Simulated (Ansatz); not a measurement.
System: SnO$_{2}$.

Input file:

```
crystal:
  lattice:
    - [4.78800392, 0.0, 0.0]
    - [0.0, 4.86658192, 0.0]
    - [0.0, 0.0, 3.24089789]
  atoms:
    - { symbol: Sn, position: [0.5, 0.5, 0.5] }
    - { symbol: Sn, position: [0.0, 0.0, 0.0] }
    - { symbol: O, position: [0.29185501, 0.321042, 0.0] }
    - { symbol: O, position: [0.79185501, 0.178958, 0.5] }
    - { symbol: O, position: [0.20814499, 0.821042, 0.5] }
    - { symbol: O, position: [0.70814499, 0.678958, 0.0] }
basis:
  ecutwfc: 420
kpoints:
  mp_grid: { grid: [6, 6, 8] }
hamiltonian:
  xc: pbe
scf:
  occupations: { method: gaussian, width: 0.02 }
output:
  forces: true
  stress: true
  eigenvalues: true
  write_density: true
  write_potential: true
  elf: true
  volumetric_format: npy
relax:
  adjacent_minimum: "off"
  f_tol: 0.01
  max_steps: 80
  cell: { stress_tol: 0.05 }
```

Command:

```sh
ansatz run input.yaml --threads 1 --pin off --max-ram 2560MiB --backend cpu --events-out ev --progress --plain --runs-dir out
```

Below, planes, directions and counts refer to the conventional cell (a = 4.83 Å, b = 4.83 Å, c = 3.24 Å, α = 90.00°, β = 90.00°, γ = 90.00°).

The fields are those of the run's last geometry, not of the input's.

Space group P4₂/mnm; a structure generated by program, which may or may not match a known phase.

Computed with Ansatz 0.2.0, DFT PBE, scalar-relativistic, plane waves, PAW.

**What will maps of the valence pseudo-density and electron localisation function show?**

Sn–O (2.09 Å): ρ at the midpoint is about 0.61 e/Å³; the ELF peaks at about 0.80 in the valence shell of O, 0.6 Å from its nucleus, and is about 0.25 at the midpoint; no localised pair shows between them.

**Does the calculation make it a metal, or give it a gap?**

It is gapped, with a Kohn–Sham gap of 0.68 eV on the k-point mesh, an upper bound to the gap of this method.

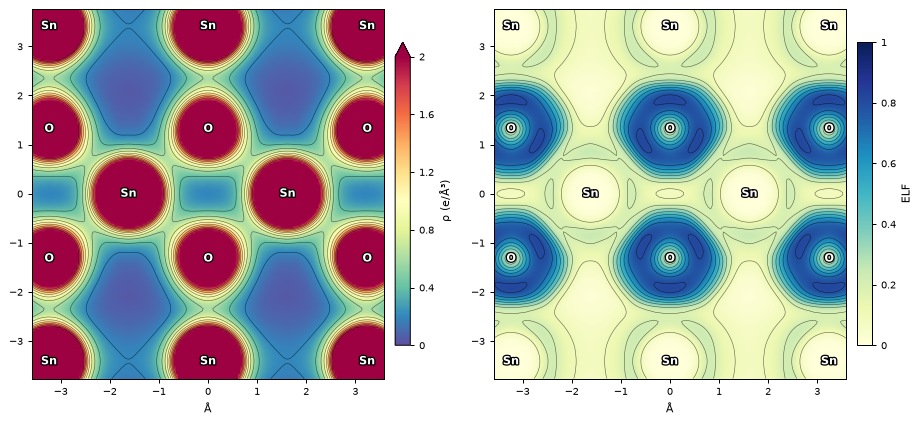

Computed valence pseudo-density and electron localisation function on the (110) plane of the conventional cell, in this order. 
